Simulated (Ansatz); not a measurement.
System: SnO2.

Input file:

```
crystal:
  lattice:
    - [3.02327, 0.0, 0.0]
    - [0.0, 4.96468, 0.0]
    - [0.0, 0.0, 5.97696]
  atoms:
    - { symbol: Sn, position: [0.5, 0.5, 0.0] }
    - { symbol: O, position: [0.0, 0.5, 0.77572] }
    - { symbol: O, position: [0.0, 0.5, 0.22428] }
hamiltonian:
  xc: r2scan
  pseudopotentials: { kind: paw }
kpoints:
  mp_grid: { grid: [9, 6, 5] }
scf:
  occupations: { method: fermi_dirac, width: 0.05 }
output:
  forces: true
  stress: true
  eigenvalues: true
  write_density: true
  write_potential: true
  elf: true
  volumetric_format: npy
relax:
  f_tol: 0.01
  max_steps: 40
  cell: { stress_tol: 0.05 }
```

Launched as:

```sh
ansatz run input.yaml --threads 2 --pin off --max-ram 5632MiB --backend cpu --events-out ev --progress --plain --runs-dir out
```

Below, planes, directions and counts refer to the conventional cell (a = 3.00 Å, b = 8.31 Å, c = 8.57 Å, α = 90.00°, β = 90.00°, γ = 90.00°).

The fields are those of the run's last geometry, not of the input's.

Space group Pmmm; a generated structure, not necessarily the stable one.

The calculation used Kohn-Sham DFT of a periodic cell, r2SCAN, Ansatz PAW (Ansatz 0.2.0).

What can the converged valence pseudo-density and electron localisation function tell about the bonding?

Answer. Sn–O (2.00 Å): ρ at the midpoint is about 0.79 e/Å³; the ELF peaks at about 0.80 in the valence shell of O, 0.6 Å from its nucleus, and is about 0.30 at the midpoint: no localised pair shows between them.

Metal or insulator at this level of theory?

Answer. It is gapped, with a Kohn–Sham gap of 2.6 eV on the k-point mesh (the band edges may lie off the mesh, which would make the gap smaller).

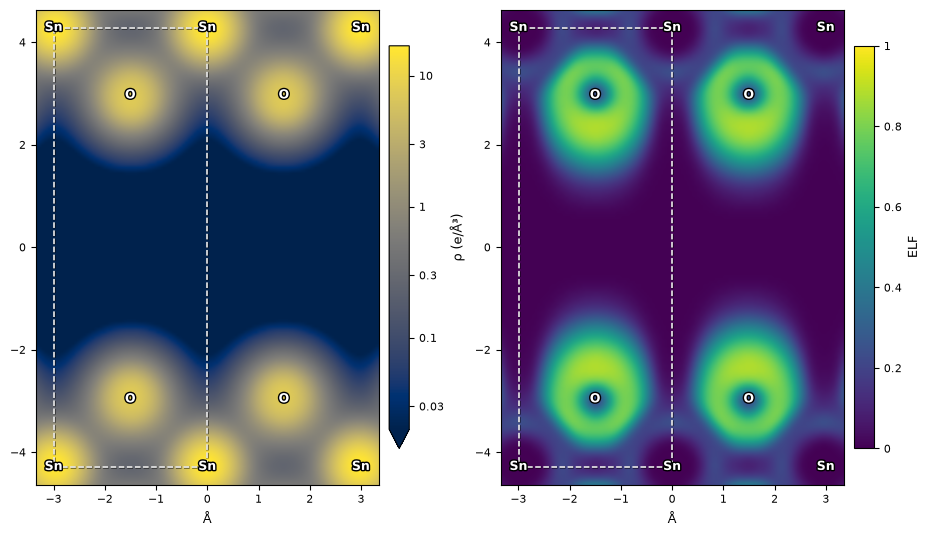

Computed valence pseudo-density and electron localisation function on the (010) plane of the conventional cell, in this order. 

Core electrons are frozen (PAW), and the valence fields are smoothed inside the atomic spheres.
